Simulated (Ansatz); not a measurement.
# Run report: CsPbCl₃, band-structure calculation

System: CsPbCl₃ (Cmmm, 5 atoms in the cell).
Method: DFT, r2SCAN, plane waves, PAW, no spin polarisation (Ansatz 0.2.0).

The structure derives from a Materials Project entry. The geometry comes from this level: r2SCAN (a point of a series of strains). It belongs to a series of runs on one base structure; here: uniaxial_x strain +0.9%.

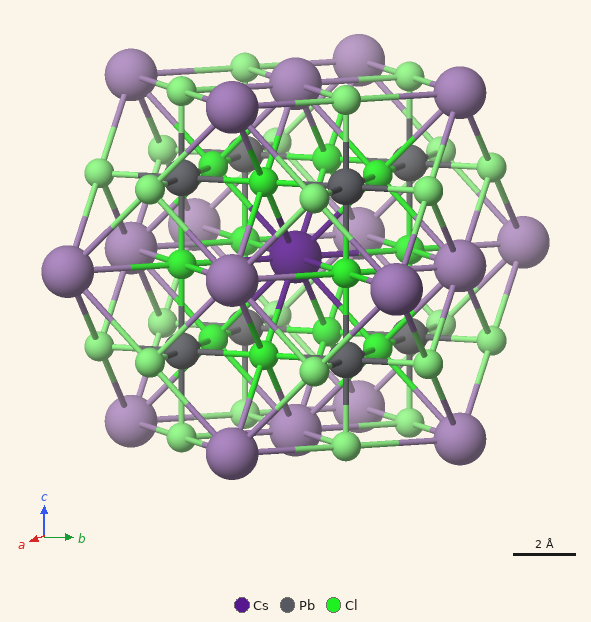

Figure 1. The input geometry (ball-and-stick view of the cell of the calculation, seen slightly off an axis; neighbours outside the cell are drawn fainter). An atom can appear more than once, as a periodic image.

Input:
```yaml
crystal:
  lattice:
    - [4.0486438913, 2.3175546703, 3.2773182015]
    - [-4.0486438913, 2.3175546703, 3.2773182015]
    - [0.0, -4.6351093407, 3.2773182014]
  atoms:
    - { symbol: Cs, position: [0.5, 0.5, 0.5] }
    - { symbol: Pb, position: [0.0, 0.0, 0.0] }
    - { symbol: Cl, position: [0.5, 5.1387e-05, 0.999948613] }
    - { symbol: Cl, position: [5.1387e-05, 0.999948613, 0.5] }
    - { symbol: Cl, position: [0.999948613, 0.5, 5.1387e-05] }
kpoints:
  mp_grid: { grid: [4, 4, 4] }
  band_path:
    path:
      - [0.0, 0.0, 0.0]
      - [2.02445e-05, 0.0, -0.4999999996]
      - [4.04881e-05, -0.5, -0.4999797559]
      - [0.5000404873, -0.5, -0.4999797559]
    npoints: 1
hamiltonian:
  xc: r2scan
scf:
  occupations: { method: fixed }
  n_extra_bands: 5
output:
  forces: true
  stress: true
  eigenvalues: true
  write_density: true
  write_potential: true
  elf: true
  volumetric_format: npy
```

Machine: 4 threads of Arm Neoverse V1, 24 GiB of memory available, shared host.

Launched with:
```bash
ansatz run input.yaml --threads 4 --pin off --max-ram 4608MiB --backend cpu --events-out ev --progress --plain --runs-dir out
```

The program's output:
```
scf.n_extra_bands = 5 over 22 filled bands (N_el = 44.0): the run solves 27 bands
Engine: ansatz 0.2.0, aarch64-unknown-linux-gnu
Pseudopotentials: kind: paw
Pseudopotential: Cs, paw, valence charge 9, recommended cutoff 500 eV (meta_gga), Cs.paw.azcp
Pseudopotential: Pb, paw, valence charge 14, recommended cutoff 500 eV (meta_gga), Pb.paw.azcp
Pseudopotential: Cl, paw, valence charge 7, recommended cutoff 500 eV (meta_gga), Cl.paw.azcp
Functional definition: r2SCAN
  parameter k0 = 0.174
  parameter k1 = 0.065
  parameter a1 = 4.9479
  exchange = r2scan_x(k0 = k0, k1 = k1, a1 = a1)
  correlation = r2scan_c
Crystal: 5 atoms, lattice volume = 184.506 Å³
Basis set: ecut = 500 eV, 4709 PW (Γ), exchange–correlation on 180×180×180 points (64 copies of the dense FFT grid, shifted against one another)
Bands: 27, of which v1, the nominal top of the filled ones, is band 22 counted from 1 (21 counted from 0)
Symmetry: 2 space group operations
Space group: C2 (ITA 5), of the structure as read, at distance tolerance 5.7e-5 Å
k-points: 24 of 64 (time reversal used)
Non-local potential: Cs, projectors of the file, l = 0: 3, l = 1: 2, l = 2: 2, l = 3: 2
Non-local potential: Pb, projectors of the file, l = 0: 2, l = 1: 2, l = 2: 2, l = 3: 2
Non-local potential: Cl, projectors of the file, l = 0: 2, l = 1: 2, l = 2: 2
PAW form: soft (Blöchl's): semilocal exchange-correlation on the pseudo side does not see the compensation charge
PAW frozen core: Cs, regenerated for the run's functional (the file was generated under x = pbe(κ = 0.804, μ = 0.2195149727645171), c = pbe(β = 0.06672455060314922))
PAW frozen core: Pb, regenerated for the run's functional (the file was generated under x = pbe(κ = 0.804, μ = 0.2195149727645171), c = pbe(β = 0.06672455060314922))
PAW frozen core: Cl, regenerated for the run's functional (the file was generated under x = pbe(κ = 0.804, μ = 0.2195149727645171), c = pbe(β = 0.06672455060314922))
PAW one-centre angular grid: Cs, 302 points (default); XC on 160 Gauss nodes
PAW one-centre angular grid: Pb, 590 points (default); XC on 160 Gauss nodes
PAW one-centre angular grid: Cl, 302 points (default); XC on 160 Gauss nodes
Initial density: superposition of atomic densities (neutral atoms: chi_scale 0, normalization atom), corrected by the library's trained network
Initial wavefunctions: pseudopotential atomic-orbital guess
Functional: x = r2scan, c = r2scan; τ floored in thin density (d = 2e-4 eV/Å³)
SCF iter   1: F=—  HF=-20866.128798 eV  |F-HF|=—  |Δ(HF+E_count)|=         —  Δρ=4.41e-3  dr2=2.35e-2  dr2_τ=5.84e-3  ethr=1.77e-3  ⟨swp⟩=5.1  Hψ=2735  notcnv=0  defer=58
preconditioner: auto → Resta (q_TF=auto, 2.148 Å⁻¹)  ε∞=2.6  [insulator: Δε(μ)=2.438 eV  Ē_g=13.935 eV  n_scr=26 (ndim 8)  ℏωp=17.7 eV  f_vac=0.071  ε∞_Penn≈2.6]
SCF iter   2: F=—  HF=-20866.152057 eV  |F-HF|=—  |Δ(HF+E_count)|=   2.33e-2  Δρ=2.01e-3  dr2=5.53e-3  dr2_τ=2.22e-4  ethr=5.34e-5  ⟨swp⟩=3.0  Hψ=1478  notcnv=0  defer=72
SCF iter   3: F=—  HF=-20866.151361 eV  |F-HF|=—  |Δ(HF+E_count)|=   6.96e-4  Δρ=5.01e-4  dr2=3.44e-4  dr2_τ=5.30e-5  ethr=1.26e-5  ⟨swp⟩=2.5  Hψ=1131  notcnv=0  defer=72
SCF iter   4: F=—  HF=-20866.151392 eV  |F-HF|=—  |Δ(HF+E_count)|=   3.11e-5  Δρ=7.84e-5  dr2=1.27e-5  dr2_τ=1.81e-6  ethr=7.82e-7  ⟨swp⟩=2.3  Hψ=1113  notcnv=0  defer=72
SCF iter   5: F=—  HF=-20866.151351 eV  |F-HF|=—  |Δ(HF+E_count)|=   4.11e-5  Δρ=2.17e-5  dr2=7.57e-7  dr2_τ=5.91e-8  ethr=2.88e-8  ⟨swp⟩=2.2  Hψ=1081  notcnv=0  defer=52
SCF iter   6: F=-20866.151352 eV  HF=-20866.151352 eV  |F-HF|=5.67e-9  |Δ(HF+E_count)|=   6.96e-7  Δρ=3.20e-6  dr2=3.07e-8  dr2_τ=1.21e-9  ethr=2.27e-10  ⟨swp⟩=17.8  Hψ=6225  notcnv=0
SCF 1 converged in 6 iterations: F = -20866.151352 eV  dr2 = 3.07e-8
  greatest PAW one-centre occupation: 0.982 electrons in one spin orbital (limit 2), on the Pb atom at site 1 (counted from 0), in its partial waves of l = 2
NSCF: frozen V_eff on 4 k-points
SCF converged after 6 iterations
Free energy (F): -20866.151352 eV
Harris-Foulkes:  -20866.151352 eV  (|F-HF|=5.67e-9)
Internal energy: -20866.151352 eV  (E = F + TS)
E sigma→0 (E₀):  -20866.151352 eV
Fermi energy:    3.204716 eV
--- Per-component energies (eV) ---
  E_band       = -277.863042
  E_kinetic    = 909.645207
  E_local      = -2721.364596  (includes V_loc(G=0)·N_el)
  E_nonlocal   = 464.983126
  E_hartree    = 1030.242595
  E_xc         = -684.453324
  E_vxc        = -688.848600  (∫ρ·V_xc dr)
  E_paw        = -17522.385030  (= ΣΔE_a)
  E_vpaw       = -341.878945  (= ΣTr[D̂ρ^β])
  E_aug_tail   = 0.000125  (compensation charges beyond the density's cutoff)
  E_vtau       = 39.114340  (kinetic-family band-sum trace: ∫τ·v_τ [+ j·A + Jᵃ·Aᵃ] dr)
  E_ewald      = -2343.425617
  E_core_change = 0.606161  (= ΣΔE_core)
  E_smearing   = -0.000000  (= −TS)
  E_closure    = -0.000000  (closes the sum)
  Σ components = -20866.151352   (vs F -20866.151352, Δ=0.00e0)
--- Forces (eV/Å), atoms counted from 1 ---
  atom   1  Cs    -0.00000506     0.00000000    -0.00000000
  atom   2  Pb    -0.00000801     0.00000000     0.00000000
  atom   3  Cl     0.00002330    -0.00005070    -0.00000671
  atom   4  Cl    -0.00003558    -0.00000000    -0.00000000
  atom   5  Cl     0.00002330     0.00005070     0.00000671
  max |Σ_I F_I| component: 2.04e-6 eV/Å
--- Stress (GPa, compression-positive) ---
       -0.305123      -0.000000       0.000000
       -0.000000      -0.105219      -0.075343
        0.000000      -0.075343      -0.157839
  P = ⅓ Tr σ = -0.1894 GPa (-1.894 kbar)
--- Band table (eV; the first three rows and the last of 24) ---
  k-point 0: bands = ["-18.5566", "-14.0383", "-14.0306", "-13.8370", "-13.8369", "-13.8346", "-12.2526", "-11.4902", "-11.4885", "-4.9945", "-4.9921", "-4.9919", "-3.3230", "-1.2232", "-1.2008", "-1.1816", "0.7259", "0.7377", "0.7413", "0.8160", "0.8277", "0.8375", "7.2475", "8.1555", "8.1682", "9.1188", "9.1212"]
  k-point 1: bands = ["-18.5556", "-14.0306", "-13.9905", "-13.8375", "-13.8370", "-13.8352", "-12.1844", "-11.6384", "-11.4876", "-4.9872", "-4.9860", "-4.9837", "-3.9018", "-1.1601", "-1.1421", "-0.2066", "0.6803", "0.6843", "0.6900", "0.7646", "0.7954", "0.9162", "7.6998", "8.3846", "8.5617", "8.6343", "9.0547"]
  k-point 2: bands = ["-18.5547", "-14.0305", "-13.9406", "-13.8382", "-13.8370", "-13.8358", "-12.0097", "-11.8954", "-11.4867", "-4.9826", "-4.9774", "-4.9753", "-4.2609", "-1.1171", "-1.1003", "0.2367", "0.6275", "0.6297", "0.6403", "0.7166", "0.7554", "1.6109", "6.7251", "8.5691", "8.9512", "9.0254", "9.0510"]
  k-point 23: bands = ["-18.5520", "-13.8821", "-13.8809", "-13.8393", "-13.8393", "-13.8370", "-11.8929", "-11.8735", "-11.8661", "-5.6090", "-5.0386", "-5.0378", "-5.0368", "0.1728", "0.1822", "0.1909", "0.5734", "0.5781", "1.1357", "1.1377", "1.1401", "3.2047", "5.6747", "5.7118", "5.7253", "9.1062", "9.4613"]
```

File bands.tsv:
```
# k_distance	band_0	band_1	band_2	band_3	band_4	band_5	band_6	band_7	band_8	band_9	band_10	band_11	band_12	band_13	band_14	band_15	band_16	band_17	band_18	band_19	band_20	band_21	band_22	band_23	band_24	band_25	band_26
# fermi_ev = 3.204716
# lock_threshold_ev = 1e-6
# [0, 0, 0] at k_distance = 0.000000
# [0.0000202445, 0, -0.4999999996] at k_distance = 0.553418
# [0.0000404881, -0.5, -0.4999797559] at k_distance = 1.104481
# [0.5000404873, -0.5, -0.4999797559] at k_distance = 1.655544
# levels_relative_to = fermi_ev
# free_energy_ev = -20866.151352
# largest_residual_norms_ev = 6.584e-4 4.569e-4 5.462e-4 3.825e-4 7.687e-4 4.941e-4 1.065e-3 1.025e-3 9.111e-4 1.103e-3 4.926e-4 1.432e-3 9.321e-4 1.654e-3 1.671e-3 1.669e-3 2.119e-3 2.001e-3 2.078e-3 1.998e-3 1.605e-3 1.589e-3 1.209e-3 9.569e-4 1.639e-3 1.450e-3 2.181e-3
0.000000	-21.761282	-17.242999	-17.235365	-17.041698	-17.041625	-17.039297	-15.457331	-14.694919	-14.693233	-8.199246	-8.196864	-8.196613	-6.527675	-4.427941	-4.405471	-4.386356	-2.478788	-2.466975	-2.463419	-2.388722	-2.377032	-2.367166	4.042807	4.950809	4.963523	5.914044	5.916493
0.553418	-21.759420	-17.235188	-17.145363	-17.042888	-17.041668	-17.040555	-15.214466	-15.100070	-14.691432	-8.187343	-8.182077	-8.179985	-7.465641	-4.321819	-4.304989	-2.968041	-2.577249	-2.574988	-2.564383	-2.488140	-2.449346	-1.593859	3.520346	5.364356	5.746495	5.820656	5.846326
1.104481	-21.757954	-17.193277	-17.086563	-17.043579	-17.042811	-17.040976	-15.101930	-15.078919	-14.959291	-8.213875	-8.213409	-8.177217	-8.168850	-4.182707	-3.212589	-2.669556	-2.667951	-2.646337	-2.636048	-2.632298	-2.075114	-0.766791	3.025165	3.058433	5.375199	6.110150	6.389802
1.655544	-21.756726	-17.086834	-17.085639	-17.044061	-17.044017	-17.041748	-15.097601	-15.078178	-15.070852	-8.813729	-8.243297	-8.242492	-8.241507	-3.031873	-3.022479	-3.013843	-2.631276	-2.626649	-2.068988	-2.067010	-2.064571	-0.000000	2.470025	2.507117	2.520594	5.901437	6.256600
```

File rho_z.tsv:
```
# z_ang	rho[e/angstrom^3]
# format = ansatz-planar-average/11
# lattice	4.048643891	2.317554670	3.277318201
# lattice	-4.048643891	2.317554670	3.277318201
# lattice	0.000000000	-4.635109341	3.277318201
# sites	5
# site	55	0.000000000	-0.000000000	4.915977302
# site	82	0.000000000	0.000000000	0.000000000
# site	17	2.024113898	-3.475974729	4.915977302
# site	17	-4.048227796	-0.000000000	4.915977302
# site	17	2.024113898	3.475974729	4.915977302
0.000000	6.358820e-1
0.126149	6.212385e-1
0.252298	5.772301e-1
0.378447	5.052407e-1
0.504597	4.122039e-1
0.630746	3.129263e-1
0.756895	2.246221e-1
0.883044	1.568959e-1
1.009193	1.095880e-1
1.135342	7.861993e-2
1.261491	6.021257e-2
1.387641	5.183048e-2
1.513790	5.212194e-2
1.639939	6.086709e-2
1.766088	7.859020e-2
1.892237	1.057381e-1
2.018386	1.414739e-1
2.144535	1.827024e-1
2.270685	2.233803e-1
2.396834	2.555860e-1
2.522983	2.742684e-1
2.649132	2.808778e-1
2.775281	2.815369e-1
2.901430	2.815369e-1
3.027579	2.808778e-1
3.153729	2.742684e-1
3.279878	2.555860e-1
3.406027	2.233803e-1
3.532176	1.827024e-1
3.658325	1.414739e-1
3.784474	1.057381e-1
3.910623	7.859020e-2
4.036773	6.086709e-2
4.162922	5.212194e-2
4.289071	5.183048e-2
4.415220	6.021257e-2
4.541369	7.861993e-2
4.667518	1.095880e-1
4.793667	1.568959e-1
4.919817	2.246221e-1
5.045966	3.129263e-1
5.172115	4.122039e-1
5.298264	5.052407e-1
5.424413	5.772301e-1
5.550562	6.212385e-1
```

File v_z.tsv:
```
# z_ang	v_es[eV]	v_tot[eV]
# format = ansatz-planar-average/11
# xc	r2scan
# density_cutoff_ev	2000
# datasets	Cs=:simpson_from_first_knot:soft:shift=0	Pb=:simpson_from_first_knot:soft:shift=0	Cl=:simpson_from_first_knot:soft:shift=0
# lattice	4.048643891	2.317554670	3.277318201
# lattice	-4.048643891	2.317554670	3.277318201
# lattice	0.000000000	-4.635109341	3.277318201
# sites	5
# site	55	0.000000000	-0.000000000	4.915977302
# site	82	0.000000000	0.000000000	0.000000000
# site	17	2.024113898	-3.475974729	4.915977302
# site	17	-4.048227796	-0.000000000	4.915977302
# site	17	2.024113898	3.475974729	4.915977302
0.000000	-3.694544e0	-1.555130e1
0.126149	-3.467715e0	-1.523038e1
0.252298	-2.790626e0	-1.425082e1
0.378447	-1.676030e0	-1.262332e1
0.504597	-1.544004e-1	-1.038311e1
0.630746	1.649651e0	-7.760738e0
0.756895	3.470995e0	-5.098996e0
0.883044	4.961234e0	-2.757684e0
1.009193	5.953547e0	-9.212328e-1
1.135342	6.511960e0	3.667986e-1
1.261491	6.785977e0	1.080951e0
1.387641	6.895166e0	1.420567e0
1.513790	6.854234e0	1.474325e0
1.639939	6.657500e0	1.194720e0
1.766088	6.251318e0	4.392782e-1
1.892237	5.614144e0	-7.490614e-1
2.018386	4.775682e0	-2.170078e0
2.144535	3.780688e0	-3.727601e0
2.270685	2.751568e0	-5.293601e0
2.396834	1.824972e0	-6.713123e0
2.522983	1.085778e0	-7.832006e0
2.649132	5.732189e-1	-8.612523e0
2.775281	3.090837e-1	-8.997010e0
2.901430	3.090837e-1	-8.997010e0
3.027579	5.732189e-1	-8.612523e0
3.153729	1.085778e0	-7.832006e0
3.279878	1.824972e0	-6.713123e0
3.406027	2.751568e0	-5.293601e0
3.532176	3.780688e0	-3.727601e0
3.658325	4.775682e0	-2.170078e0
3.784474	5.614144e0	-7.490614e-1
3.910623	6.251318e0	4.392782e-1
4.036773	6.657500e0	1.194720e0
4.162922	6.854234e0	1.474325e0
4.289071	6.895166e0	1.420567e0
4.415220	6.785977e0	1.080951e0
4.541369	6.511960e0	3.667986e-1
4.667518	5.953547e0	-9.212328e-1
4.793667	4.961234e0	-2.757684e0
4.919817	3.470995e0	-5.098996e0
5.045966	1.649651e0	-7.760738e0
5.172115	-1.544004e-1	-1.038311e1
5.298264	-1.676030e0	-1.262332e1
5.424413	-2.790626e0	-1.425082e1
5.550562	-3.467715e0	-1.523038e1
```

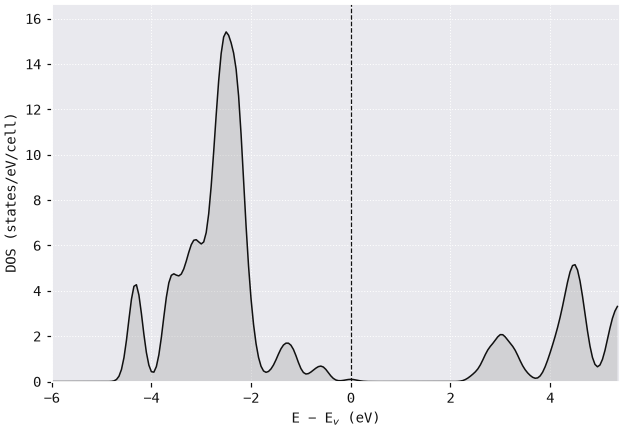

Figure 2. Density of states (the curve is built from the levels of the k mesh with Gaussians 0.3 eV wide, which also blur the band edges), with energies from the valence-band top. There is a gap of 2.47 eV on the k-point mesh. Small ripples come from the finite k-point mesh.

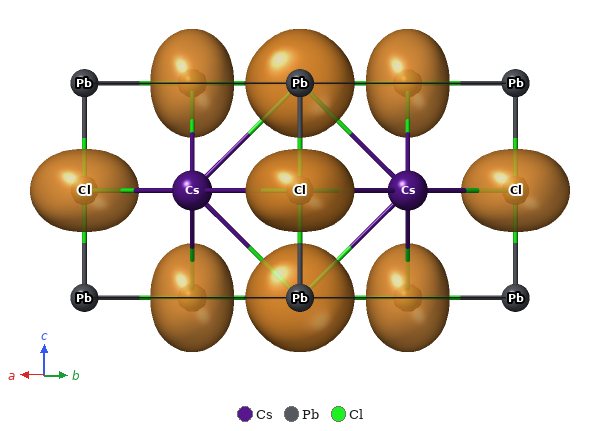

Figure 3. Isosurface of the electron localisation function at 0.65 (orange), seen along [110]. Core shells and regions of very low density are left out. Sticks mark near contacts. The outline is the cell set on symmetry axes. Values along the shortest contacts: Pb–Cl (2.84 Å): the ELF peaks at about 0.85 in the valence shell of Cl, 0.8 Å from its nucleus, and drops to about 0.15 between the two atoms. The fields are those of the smooth PAW valence density.

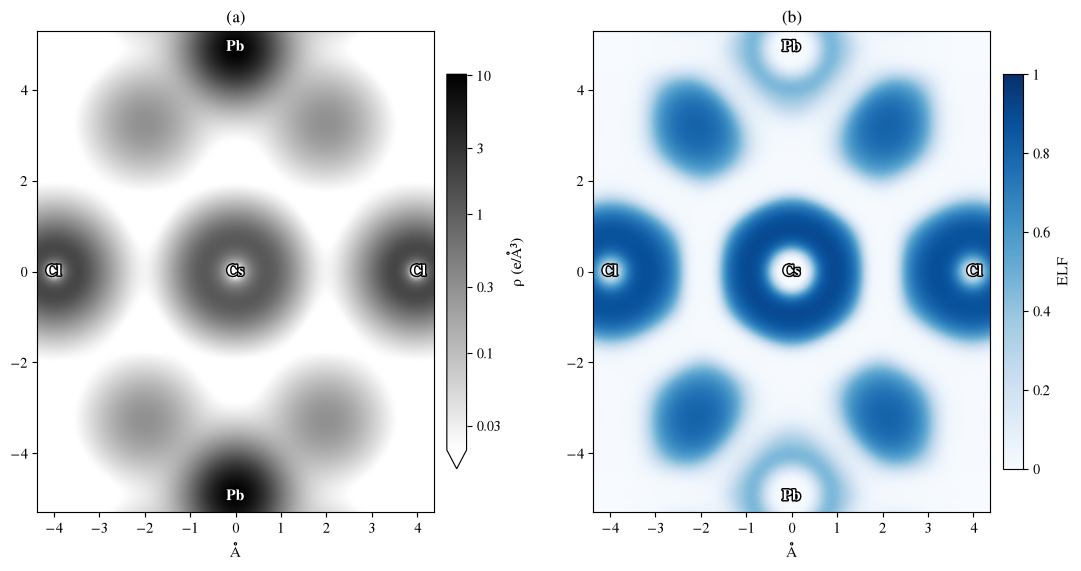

Figure 4. (a) valence charge density (pseudo); (b) electron localisation function on the (011) plane of the conventional cell. The section cuts through Cs, Pb and Cl sites. Cs–Cl (4.01 Å): ρ at the midpoint is about 0.03 e/Å³; the ELF is about 0 at the midpoint, as expected for two separate closed shells. Away from the nuclei the density in this plane falls to 0.004 e/Å³ at its lowest. The strong features right at Cs lie inside the PAW spheres (semicore, d or f shells) and say nothing about bonding.

Summary:

- outcome: converged
- space group (tolerance 0.01 Å): Cmmm (65)
- electrons treated: 44
- free energy: −20866.1514 eV
- Fermi energy: 3.205 eV
- gap on the k-point mesh: 2.47 eV
- pressure: −0.19 GPa
- largest force (length of the vector): under 0.001 eV/Å
- wall time: 10 s (CPU time 39 s)
- peak memory: 0.81 GiB

Spin–orbit coupling is left out, which matters for Pb.
